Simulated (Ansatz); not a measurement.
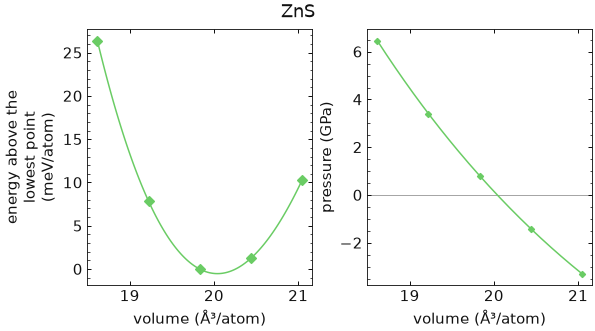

Computed with Ansatz 0.2.0 development build: equation of state of a cubic crystal from periodic Kohn-Sham density functional theory without spin, third-order Birch-Murnaghan fit to the free energies; pressure corrected for the finite basis. Level: HSE06.

structure type zinc blende; atoms in cell 2; space group number 216; lattice centring face-centred primitive; k mesh 4×4×4; occupation method Fermi–Dirac; occupation width 0.05 eV; wave cutoff 660 eV; datasets hand-made PAW; density tolerance 0 eV; bands 17; density cutoff ratio 5; search for lower states default; exchange singularity regularized.

Figure. Energy above the lowest point and pressure against volume for ZnS, space group F-43m (No. 216) (one of a set of cubic test structures, which need not be the stable phase).

A third-order Birch–Murnaghan fit gives V0 = 20.04 Å³/atom, B0 = 74.8 GPa and B′ = 4.2. The energy above the lowest point is 26.4 meV/atom at volume 18.62 Å³/atom and 10.2 meV/atom at 21.04 Å³/atom; the lowest computed point is at volume 19.83 Å³/atom (0.0 meV/atom). The pressure falls from 6.461 GPa at volume 18.62 Å³/atom to −3.291 GPa at 21.04 Å³/atom, and changes sign near 20.05 Å³/atom.

Keep in mind: modest k-mesh, values are not fully converged in k.

One of the inputs:
```
crystal:
  lattice:
    - [0.0, 2.706710858334, 2.706710858334]
    - [2.706710858334, 0.0, 2.706710858334]
    - [2.706710858334, 2.706710858334, 0.0]
  atoms:
    - { symbol: Zn, position: [0.0, 0.0, 0.0] }
    - { symbol: S, position: [0.25, 0.25, 0.25] }
kpoints:
  mp_grid: { grid: [4, 4, 4] }
hamiltonian:
  xc: hse06
  pseudopotentials: { kind: paw, source: ansatz }
scf:
  occupations: { method: fermi_dirac, width: 0.05 }
  convergence: { dr2_threshold: "1e-10 eV" }
  exx: { energy_threshold: "2e-8 eV", singularity: regularized }
output:
  forces: true
  stress: true
  eigenvalues: true
```

Run as:
```bash
ansatz run input.yaml --threads 2
```
